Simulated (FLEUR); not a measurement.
```xyz
8
Lattice="6.8200 0.0000 0.0000 0.0000 6.8200 0.0000 0.0000 0.0000 6.8200" Properties=species:S:1:pos:R:3 pbc="T T T"
Ba    0.0000    0.0000    0.0000
Ba    3.4100    3.4100    0.0000
Ba    3.4100    0.0000    3.4100
Ba    0.0000    3.4100    3.4100
Te    3.4100    0.0000    0.0000
Te    0.0000    3.4100    0.0000
Te    0.0000    0.0000    3.4100
Te    3.4100    3.4100    3.4100
```

Space group Fm-3m.

Method: Kohn-Sham DFT of a periodic cell, PBE, all-electron in FLEUR MaX-R8.1 (later development tree).

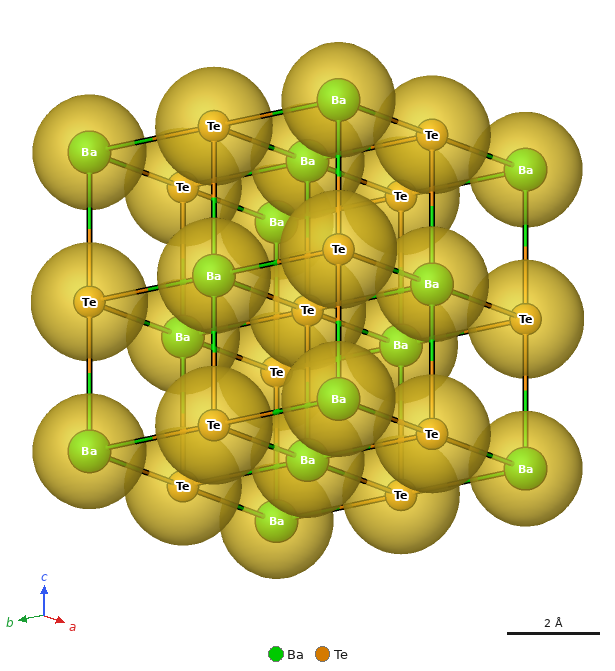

BaTe. Isosurface of the total electron density at 0.3 e/Å³ (yellow), seen at an oblique angle. Sticks mark near contacts.

> How is the density connected at this value?

At this value the density breaks into separate islands. It bridges none of the near contacts. It is pinched off along the shortest Ba–Te (3.41 Å) contacts. On the grid the lowest density along these lines, outside the cores, is 0.15 e/Å³ (Ba–Te, 3.41 Å).
